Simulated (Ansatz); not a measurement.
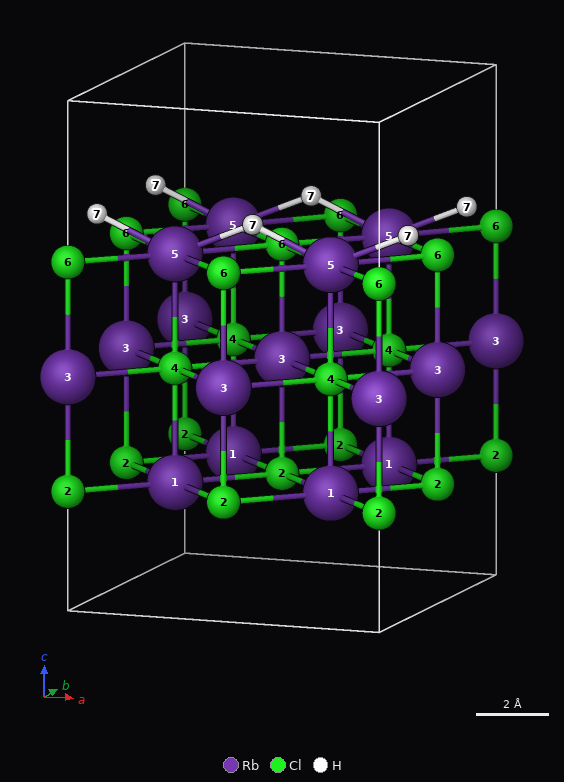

Fig. 1: The structure as given in the input (ball-and-stick view of the 2 × 2 repeat of the cell, with the vacuum cut short, seen slightly off an axis; atoms are numbered from 1 in the order of the input). An atom can appear more than once, as a periodic image.

**Run report: Rb₃HCl₃, geometry relaxation (part 1 of 3)**

System: Rb₃HCl₃ (slab, 7 atoms in the cell).
Method: DFT PBEsol, scalar-relativistic, plane waves, PAW, spin-polarised (Ansatz 0.2.0).

The structure derives from an entry of the Crystallography Open Database. The input holds or restrains some coordinates. Forces given for the steps count only the free coordinates. It belongs to a series of runs on one base structure; here: H put at a hollow Cl-Cl site. Figures and captions count atoms from 1; the log counts them from 0 in places.

What the program printed
```
Engine: ansatz 0.2.0, x86_64-unknown-linux-gnu
Pseudopotentials: kind: paw
Pseudopotential: Rb, paw, valence charge 9, recommended cutoff 420 eV (normal), Rb.paw.azcp
Pseudopotential: Cl, paw, valence charge 7, recommended cutoff 420 eV (normal), Cl.paw.azcp
Pseudopotential: H, paw, valence charge 1, recommended cutoff 420 eV (normal), H.paw.azcp
Functional definition: PBEsol
  exchange = pbesol_x
  correlation = pbesol_c
Crystal: 7 atoms, lattice volume = 547.702 Å³
Basis set: ecut = 420 eV, 10693 PW (Γ), exchange–correlation on 64×64×360 points (8 copies of the dense FFT grid, shifted against one another)
Bands: 32, of which v1, the nominal top of the filled ones, is band 25 counted from 1 (24 counted from 0)
Symmetry: 4 space group operations
k-points: 16 of 36
Non-local potential: Rb, projectors of the file, l = 0: 3, l = 1: 2, l = 2: 2
Non-local potential: Cl, projectors of the file, l = 0: 2, l = 1: 2, l = 2: 2
Non-local potential: H, projectors of the file, l = 0: 2, l = 1: 1
PAW form: soft (Blöchl's): semilocal exchange-correlation on the pseudo side does not see the compensation charge
PAW frozen core: Rb, regenerated for the run's functional, and the local potential with it (the file was generated under x = pbe(κ = 0.804, μ = 0.2195149727645171), c = pbe(β = 0.06672455060314922))
PAW frozen core: Cl, regenerated for the run's functional, and the local potential with it (the file was generated under x = pbe(κ = 0.804, μ = 0.2195149727645171), c = pbe(β = 0.06672455060314922))
PAW one-centre angular grid: Rb, 110 points (default); XC on 64 Gauss nodes
PAW one-centre angular grid: Cl, 110 points (default); XC on 64 Gauss nodes
PAW one-centre angular grid: H, 110 points (default); XC on 64 Gauss nodes
Initial density: superposition of atomic densities (neutral atoms: chi_scale 0, normalization atom)
Starting moments: Σ|m| = 1 μB on 1 of 7 sites
Initial wavefunctions: pseudopotential atomic-orbital guess
Functional: x = pbesol(κ = 0.804, μ = 0.12345679012345678), c = pbesol(β = 0.046)
SCF iter   1: F=—  HF=-12859.255157 eV  |F-HF|=—  |Δ(HF+E_count)|=         —  Δρ=8.35e-3 (↑8.35e-3 ↓7.41e-3)  dr2=3.89e0  dr2_m=8.88e-3  M=1.000 μB ∫|m|=1.005 μB  β_m=1.00  ethr=3.10e-3  p=0.000 e·Å  D=2.48e-7 V/Å  ΔV_dip=-0.00 eV  dr2_dipole=5.90e-4  V_vac-E_F(+/−)=6.72/6.72 eV  ⟨swp⟩=15.9  Hψ=6737  notcnv=0
efield: sawtooth ramp at fractional position 0.9587 (placed from the atoms, in the widest stretch of the axis that holds none; the zero of the levels goes with the place), width 0.0400; the density the first Hamiltonian is built on has a dipole p = 0.000 e·Å; the dipole correction subtracts the counter field D = 2.48e-7 V/Å, which shifts the + side's vacuum level by -0.00 eV against the − side's; the planar-averaged density in the ramp window peaks in size at 5.6e-7 e/Å³
preconditioner: auto → Resta (q_TF=auto, 1.825 Å⁻¹)  ε∞=1.7  [insulator: Δε(μ)=1.656 eV  Ē_g=12.532 eV  σ=0.050 eV  W_gap=1.00  n_scr=50 (ndim 8)  ℏωp=10.4 eV  f_vac=0.550  D(μ)=0.00/eV (n_scr^D=0)  ε∞_Penn≈1.7  vacuum switching on, ρ_ref=1.1e-2 e/Å³]
spin=Collinear: Resta preconditioning applied to the charge; magnetization (m = ρ↑ − ρ↓) channel mixes plain (no charge-response kernel on spin).
SCF iter   2: F=—  HF=-12858.213243 eV  |F-HF|=—  |Δ(HF+E_count)|=    1.04e0  Δρ=4.20e-3 (↑4.20e-3 ↓3.76e-3)  dr2=1.08e0  dr2_m=2.30e-3  M=1.000 μB ∫|m|=1.010 μB  β_m=1.00  ethr=3.10e-3  p=-0.016 e·Å  D=-5.34e-3 V/Å  ΔV_dip=0.14 eV  dr2_dipole=5.97e-4  V_vac-E_F(+/−)=5.93/5.79 eV  ⟨swp⟩=2.9  Hψ=1874  notcnv=0  defer=54  κ⁻¹=1.0e0(r=1)
SCF iter   3: F=—  HF=-12857.952694 eV  |F-HF|=—  |Δ(HF+E_count)|=   2.61e-1  Δρ=2.54e-3 (↑2.39e-3 ↓2.54e-3)  dr2=1.46e-1  dr2_m=6.92e-4  M=1.000 μB ∫|m|=1.015 μB  β_m=0.30  ethr=2.21e-3  p=-0.044 e·Å  D=-1.44e-2 V/Å  ΔV_dip=0.37 eV  dr2_dipole=2.20e-4  V_vac-E_F(+/−)=5.02/4.65 eV  ⟨swp⟩=3.9  Hψ=2171  notcnv=0  defer=67  κ⁻¹=8.6e-3(r=2)
SCF iter   4: F=—  HF=-12857.968757 eV  |F-HF|=—  |Δ(HF+E_count)|=   1.61e-2  Δρ=7.99e-4 (↑7.99e-4 ↓5.28e-4)  dr2=1.96e-2  dr2_m=3.23e-4  M=1.000 μB ∫|m|=1.013 μB  β_m=0.30  ethr=2.99e-4  p=-0.068 e·Å  D=-2.26e-2 V/Å  ΔV_dip=0.58 eV  dr2_dipole=5.32e-5  V_vac-E_F(+/−)=4.60/4.02 eV  ⟨swp⟩=4.4  Hψ=2071  notcnv=0  defer=78  κ⁻¹=6.5e-4(r=3)
SCF iter   5: F=—  HF=-12857.968286 eV  |F-HF|=—  |Δ(HF+E_count)|=   4.71e-4  Δρ=4.57e-4 (↑4.57e-4 ↓3.62e-4)  dr2=1.73e-3  dr2_m=3.60e-4  M=1.000 μB ∫|m|=1.013 μB  β_m=0.30  ethr=4.00e-5  p=-0.067 e·Å  D=-2.23e-2 V/Å  ΔV_dip=0.57 eV  dr2_dipole=7.07e-6  V_vac-E_F(+/−)=4.46/3.89 eV  ⟨swp⟩=3.5  Hψ=1971  notcnv=0  defer=77  κ⁻¹=6.4e-4(r=4)
SCF iter   6: F=—  HF=-12857.969943 eV  |F-HF|=—  |Δ(HF+E_count)|=   1.66e-3  Δρ=2.61e-4 (↑2.27e-4 ↓2.61e-4)  dr2=4.49e-4  dr2_m=2.07e-4  M=1.000 μB ∫|m|=1.014 μB  β_m=0.30  ethr=3.54e-6  p=-0.065 e·Å  D=-2.14e-2 V/Å  ΔV_dip=0.55 eV  dr2_dipole=2.37e-6  V_vac-E_F(+/−)=4.45/3.91 eV  ⟨swp⟩=2.3  Hψ=1489  notcnv=0  defer=73  κ⁻¹=2.4e-5(r=5)
SCF iter   7: F=—  HF=-12857.970397 eV  |F-HF|=—  |Δ(HF+E_count)|=   4.54e-4  Δρ=1.63e-4 (↑1.63e-4 ↓1.36e-4)  dr2=3.42e-5  dr2_m=1.01e-4  M=1.000 μB ∫|m|=1.014 μB  β_m=0.30  ethr=9.15e-7  p=-0.066 e·Å  D=-2.19e-2 V/Å  ΔV_dip=0.56 eV  dr2_dipole=2.20e-8  V_vac-E_F(+/−)=4.47/3.91 eV  ⟨swp⟩=2.1  Hψ=1701  notcnv=0  defer=73  κ⁻¹=4.8e-6(r=6)
SCF iter   8: F=—  HF=-12857.970543 eV  |F-HF|=—  |Δ(HF+E_count)|=   1.46e-4  Δρ=1.10e-4 (↑1.07e-4 ↓1.10e-4)  dr2=7.42e-6  dr2_m=5.80e-5  M=1.000 μB ∫|m|=1.014 μB  β_m=0.30  ethr=4.59e-8  p=-0.066 e·Å  D=-2.19e-2 V/Å  ΔV_dip=0.56 eV  dr2_dipole=5.61e-8  V_vac-E_F(+/−)=4.48/3.92 eV  ⟨swp⟩=22.6  Hψ=11485  notcnv=0  κ⁻¹=8.9e-7(r=7)
SCF iter   9: F=—  HF=-12857.970616 eV  |F-HF|=—  |Δ(HF+E_count)|=   7.23e-5  Δρ=8.28e-5 (↑8.27e-5 ↓8.28e-5)  dr2=7.66e-7  dr2_m=3.43e-5  M=1.000 μB ∫|m|=1.014 μB  β_m=1.20  ethr=1.51e-8  p=-0.067 e·Å  D=-2.20e-2 V/Å  ΔV_dip=0.56 eV  dr2_dipole=1.71e-9  V_vac-E_F(+/−)=4.49/3.92 eV  ⟨swp⟩=15.7  Hψ=9282  notcnv=0
Mixer restart at iter 9: flushing history
spin-set hold released at iteration 9 (site moments contracting): the magnetisation degrees of freedom join the quasi-Newton model from the next iteration; the mixer history was flushed
iter 10 did not close the SCF: its close was put off for a magnetic moment that had not settled (scf_convergence_deferred on its scf_iter line)
SCF iter  10: F=-12857.970705 eV  HF=-12857.970704 eV  |F-HF|=1.52e-6  |Δ(HF+E_count)|=   8.80e-5  Δρ=1.84e-5 (↑9.16e-6 ↓1.84e-5)  dr2=7.21e-6  dr2_m=4.67e-7  M=1.000 μB ∫|m|=1.015 μB  β_m=0.33  ethr=1.56e-9  p=-0.067 e·Å  D=-2.20e-2 V/Å  ΔV_dip=0.56 eV  dr2_dipole=2.48e-7  V_vac-E_F(+/−)=4.49/3.93 eV  ⟨swp⟩=17.1  Hψ=9885  notcnv=0
density mixer auto → msr1: gapped (density of states about μ 0.05 of a free-electron gas's, 50 screened modes)
iter 11 did not close the SCF: its close was put off for a magnetic moment that had not settled (scf_convergence_deferred on its scf_iter line)
SCF iter  11: F=-12857.970708 eV  HF=-12857.970705 eV  |F-HF|=2.21e-6  |Δ(HF+E_count)|=   1.75e-6  Δρ=1.13e-5 (↑8.05e-6 ↓1.13e-5)  dr2=1.87e-6  dr2_m=2.86e-7  M=1.000 μB ∫|m|=1.015 μB  β_m=0.58  ethr=1.56e-9  p=-0.067 e·Å  D=-2.21e-2 V/Å  ΔV_dip=0.57 eV  dr2_dipole=5.53e-8  V_vac-E_F(+/−)=4.49/3.93 eV  ⟨swp⟩=9.9  Hψ=7908  notcnv=0
SCF iter  12: F=-12857.970708 eV  HF=-12857.970708 eV  |F-HF|=1.61e-7  |Δ(HF+E_count)|=   2.59e-6  Δρ=6.75e-6 (↑3.66e-6 ↓6.75e-6)  dr2=1.01e-6  dr2_m=6.38e-8  M=1.000 μB ∫|m|=1.015 μB  ethr=1.56e-9  p=-0.067 e·Å  D=-2.22e-2 V/Å  ΔV_dip=0.57 eV  dr2_dipole=3.24e-8  V_vac-E_F(+/−)=4.49/3.93 eV  ⟨swp⟩=9.6  Hψ=7733  notcnv=0
SCF 1 converged in 12 iterations: F = -12857.970708 eV  dr2 = 1.01e-6
  greatest PAW one-centre occupation: 0.974 electrons in one spin orbital (limit 2), on the Rb atom at site 4 (counted from 0), in its partial waves of l = 0
relax step   1: F+E_penalty+E_count = -12857.97070788 eV  Δ(F+E_penalty+E_count) = +0.000e0 eV  max|allowed force component| = 2.953e-1 eV/Å  Δτ_max = 0.0000 Å  (12 SCF iters, dr2 threshold 2.25e-5 eV, accepted)
Initial density: handed on by an earlier stage of this run
Starting moments: Σ|m| = 1 μB on 1 of 7 sites; this step starts from the density that it was given
Initial wavefunctions: those handed on with the density
iter 1 solved again at ethr=1.68e-5 eV; its pass at ethr=3.10e-3 eV (dr2=8.25e-3 eV) is discarded
SCF iter   1: F=—  HF=-12858.016511 eV  |F-HF|=—  |Δ(HF+E_count)|=         —  Δρ=7.80e-4 (↑4.82e-4 ↓7.80e-4)  dr2=7.95e-3  dr2_m=4.47e-4  M=1.000 μB ∫|m|=1.016 μB  β_m=1.20  ethr=1.68e-5  p=-0.067 e·Å  D=-2.22e-2 V/Å  ΔV_dip=0.57 eV  dr2_dipole=2.60e-7  V_vac-E_F(+/−)=4.55/3.98 eV  ⟨swp⟩=1.9  Hψ=3514  notcnv=0  defer=72
efield: sawtooth ramp at fractional position 0.9587 (handed on by an earlier solve), width 0.0400; the density the first Hamiltonian is built on has a dipole p = -0.067 e·Å; the dipole correction subtracts the counter field D = -2.22e-2 V/Å, which shifts the + side's vacuum level by +0.57 eV against the − side's; the planar-averaged density in the ramp window peaks in size at 4.7e-7 e/Å³
preconditioner: auto → Resta (q_TF=auto, 1.825 Å⁻¹)  ε∞=1.7  [insulator: Δε(μ)=1.460 eV  Ē_g=12.034 eV  σ=0.050 eV  W_gap=1.00  n_scr=50 (ndim 8)  ℏωp=10.4 eV  f_vac=0.592  D(μ)=0.00/eV (n_scr^D=0)  ε∞_Penn≈1.7  vacuum switching on, ρ_ref=1.1e-2 e/Å³]
spin=Collinear: Resta preconditioning applied to the charge; magnetization (m = ρ↑ − ρ↓) channel mixes plain (no charge-response kernel on spin).
SCF iter   2: F=—  HF=-12858.020189 eV  |F-HF|=—  |Δ(HF+E_count)|=   3.68e-3  Δρ=3.95e-4 (↑3.86e-4 ↓3.95e-4)  dr2=3.38e-3  dr2_m=4.38e-6  M=1.000 μB ∫|m|=1.015 μB  β_m=1.20  ethr=1.62e-5  p=-0.068 e·Å  D=-2.24e-2 V/Å  ΔV_dip=0.57 eV  dr2_dipole=2.48e-6  V_vac-E_F(+/−)=4.57/4.00 eV  ⟨swp⟩=2.0  Hψ=1306  notcnv=0  defer=72  κ⁻¹=1.0e0(r=1)
density mixer auto → broyden: gapped, where msr1 would fit the directions that read negative (density of states about μ 0.03 of a free-electron gas's, 50 screened modes)
SCF iter   3: F=—  HF=-12858.021903 eV  |F-HF|=—  |Δ(HF+E_count)|=   1.71e-3  Δρ=1.74e-4 (↑1.42e-4 ↓1.74e-4)  dr2=4.82e-4  dr2_m=5.66e-6  M=1.000 μB ∫|m|=1.015 μB  β_m=1.20  ethr=6.90e-6  p=-0.070 e·Å  D=-2.32e-2 V/Å  ΔV_dip=0.59 eV  dr2_dipole=9.59e-6  V_vac-E_F(+/−)=4.63/4.04 eV  ⟨swp⟩=2.0  Hψ=1394  notcnv=0  defer=72  κ⁻¹=1.0e-1(r=2)
SCF iter   4: F=—  HF=-12858.022364 eV  |F-HF|=—  |Δ(HF+E_count)|=   4.61e-4  Δρ=7.79e-5 (↑7.63e-5 ↓7.79e-5)  dr2=1.09e-4  dr2_m=5.98e-7  M=1.000 μB ∫|m|=1.015 μB  β_m=1.20  ethr=9.83e-7  p=-0.072 e·Å  D=-2.39e-2 V/Å  ΔV_dip=0.61 eV  dr2_dipole=2.02e-6  V_vac-E_F(+/−)=4.65/4.04 eV  ⟨swp⟩=2.0  Hψ=1354  notcnv=0  defer=72  κ⁻¹=3.4e-2(r=3)
SCF iter   5: F=—  HF=-12858.022477 eV  |F-HF|=—  |Δ(HF+E_count)|=   1.13e-4  Δρ=2.26e-5 (↑2.07e-5 ↓2.26e-5)  dr2=5.89e-6  dr2_m=2.51e-7  M=1.000 μB ∫|m|=1.015 μB  β_m=1.20  ethr=2.23e-7  p=-0.074 e·Å  D=-2.45e-2 V/Å  ΔV_dip=0.63 eV  dr2_dipole=1.49e-8  V_vac-E_F(+/−)=4.66/4.04 eV  ⟨swp⟩=2.0  Hψ=1591  notcnv=0  defer=72  κ⁻¹=2.5e-3(r=4)
iter 6 did not close the SCF: its close was put off until two iterations running show no level that it waits for move by more than its bar (scf_convergence_deferred on its scf_iter line)
SCF iter   6: F=-12858.022486 eV  HF=-12858.022484 eV  |F-HF|=2.02e-6  |Δ(HF+E_count)|=   7.20e-6  Δρ=1.30e-5 (↑1.25e-5 ↓1.30e-5)  dr2=2.02e-6  dr2_m=1.14e-8  M=1.000 μB ∫|m|=1.015 μB  β_m=1.20  ethr=1.11e-8  p=-0.074 e·Å  D=-2.45e-2 V/Å  ΔV_dip=0.63 eV  dr2_dipole=5.03e-9  V_vac-E_F(+/−)=4.66/4.04 eV  ⟨swp⟩=18.2  Hψ=9416  notcnv=0  κ⁻¹=3.3e-4(r=5)
iter 7 did not close the SCF: its close was put off until two iterations running show no level that it waits for move by more than its bar (scf_convergence_deferred on its scf_iter line)
SCF iter   7: F=-12858.022486 eV  HF=-12858.022486 eV  |F-HF|=2.31e-7  |Δ(HF+E_count)|=   2.18e-6  Δρ=3.86e-6 (↑3.07e-6 ↓3.86e-6)  dr2=1.55e-7  dr2_m=7.16e-9  M=1.000 μB ∫|m|=1.015 μB  β_m=1.20  ethr=4.13e-9  p=-0.074 e·Å  D=-2.44e-2 V/Å  ΔV_dip=0.62 eV  dr2_dipole=6.60e-13  V_vac-E_F(+/−)=4.66/4.04 eV  ⟨swp⟩=10.8  Hψ=8208  notcnv=0  κ⁻¹=2.8e-5(r=6)
SCF iter   8: F=-12858.022486 eV  HF=-12858.022486 eV  |F-HF|=7.99e-8  |Δ(HF+E_count)|=   1.92e-7  Δρ=1.44e-6 (↑1.40e-6 ↓1.44e-6)  dr2=2.74e-8  dr2_m=3.54e-10  M=1.000 μB ∫|m|=1.015 μB  ethr=3.17e-10  p=-0.074 e·Å  D=-2.44e-2 V/Å  ΔV_dip=0.62 eV  dr2_dipole=2.00e-10  V_vac-E_F(+/−)=4.66/4.04 eV  ⟨swp⟩=9.8  Hψ=7473  notcnv=0
SCF 2 converged in 8 iterations: F = -12858.022486 eV  dr2 = 2.74e-8
[... from here on the iterations of each SCF are left out, up to the last one ...]
```
